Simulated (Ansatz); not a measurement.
System: ZnO (space group Fm-3m).

Calculation (Ansatz 0.2.0 development build): equation of state of a cubic crystal from periodic Kohn-Sham density functional theory without spin, third-order Birch-Murnaghan fit to the free energies; pressure corrected for the finite basis.

structure type rock salt; atoms in cell 2; space group number 225; lattice centring face-centred primitive; occupation method Fermi–Dirac; datasets soft-1 PAW; density tolerance 1e−07 eV; bands 13; density cutoff ratio 4; search for lower states default.

Settings that differ: r2SCAN: wave cutoff 500 eV, k mesh 13×13×13, occupation width 0.1 eV; PBE: wave cutoff 420 eV, k mesh 22×22×22, occupation width 0.0612 eV.

Describe the result: the energy above the lowest point against volume, with one curve for each functional. The cases: r2SCAN; PBE.

The fitted equilibrium volumes, smallest first, are r2SCAN 9.72, PBE 10.15 Å³/atom. The fitted bulk moduli, smallest first, are PBE 166, r2SCAN 194 GPa.

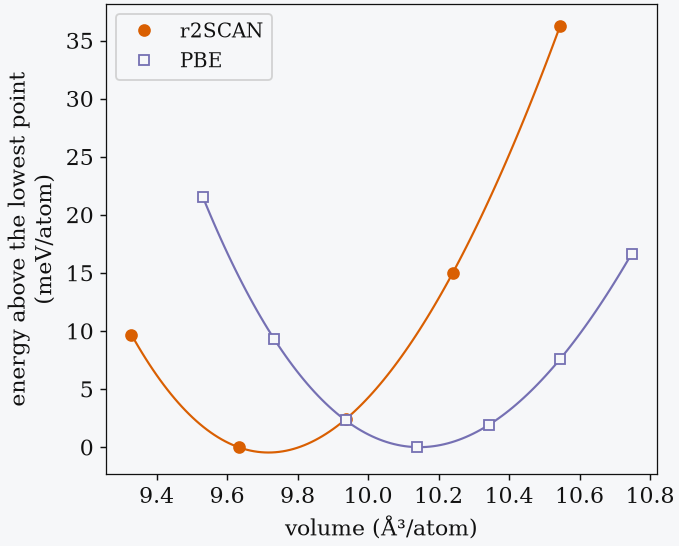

Caveats: cubic model structure, not the ambient form.
